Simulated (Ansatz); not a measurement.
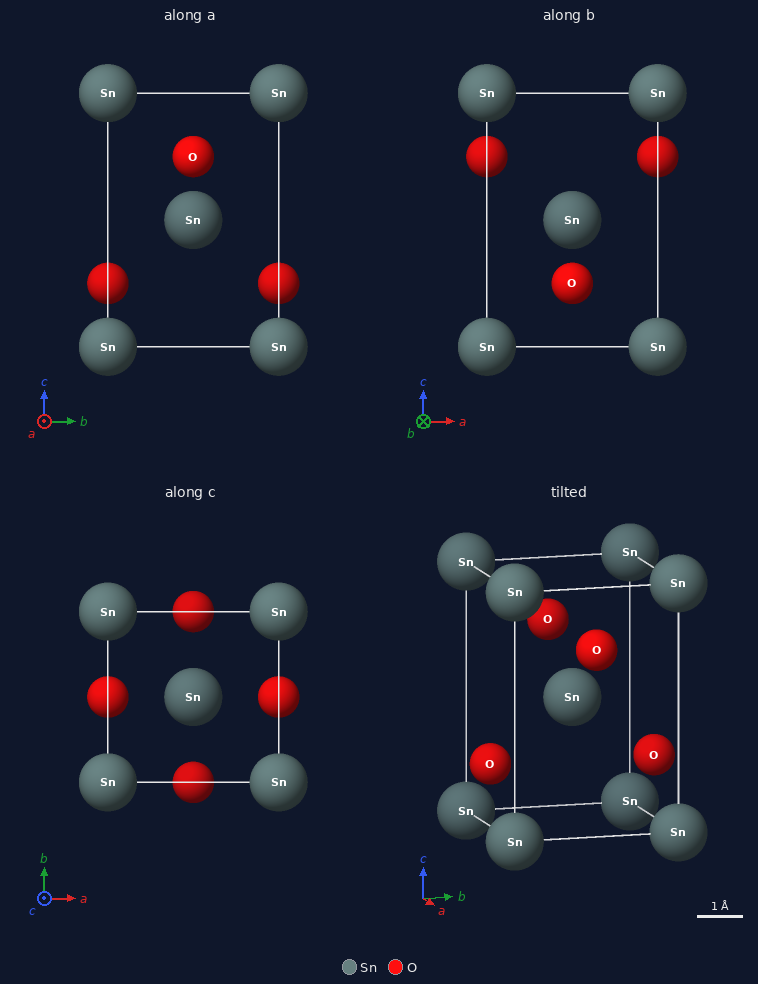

A spheres-only picture of a crystal structure, seen along the a axis, along the b axis, along the c axis and slightly off an axis. The outline marks the conventional unit cell.

Lattice parameters: a = 3.830 Å, b = 3.830 Å, c = 5.687 Å, α = 90.00°, β = 90.00°, γ = 90.00°.

Transcribe the picture into a table of Wyckoff sites.

Space group I-4m2 (No. 119).
```json
{"atom": "Sn", "site": "2a", "x": "0.0000", "y": "0.0000", "z": "0.0000"}
{"atom": "O", "site": "2d", "x": "0.5000", "y": "0.0000", "z": "0.2500"}
```

Starting structure: a structure type filled with these elements by a generator (whether the compound takes this form wasn't checked). The cell was then strained or its atoms displaced on purpose. An electronic-structure calculation with Ansatz was run on it.
